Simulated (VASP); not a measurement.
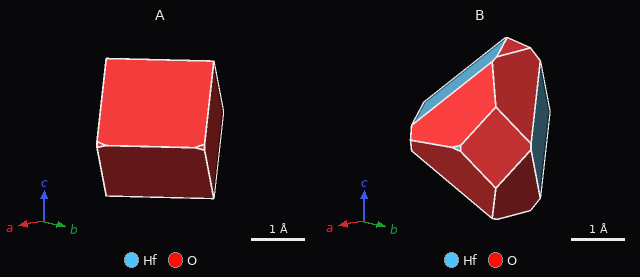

Computed Voronoi cells of the 2 sites of this structure, drawn to one scale and in one orientation; each face has the colour of the neighbour behind it.

HfO2, space group P4_2/mnm (No. 136), a = 4.814 Å, b = 4.814 Å, c = 3.195 Å, α = 90.00°, β = 90.00°, γ = 90.00°

```tsv
site	Wyckoff	x	y	z
Hf	2a	0.5000	0.5000	0.5000
O	4f	0.8052	0.1948	0.5000
```

Source: the geometry relaxed with VASP Kohn-Sham DFT of a periodic cell, AM05, VASP PAW PBE potentials, recommended (VASP 6.6.1).

### Which cell belongs to which site?

A is Hf (6 faces above 1 % of the solid angle, 9.1 Å³, facing only O); B is O (16 faces above 1 % of the solid angle, 14.0 Å³, facing O 50 %, Hf 50 %).
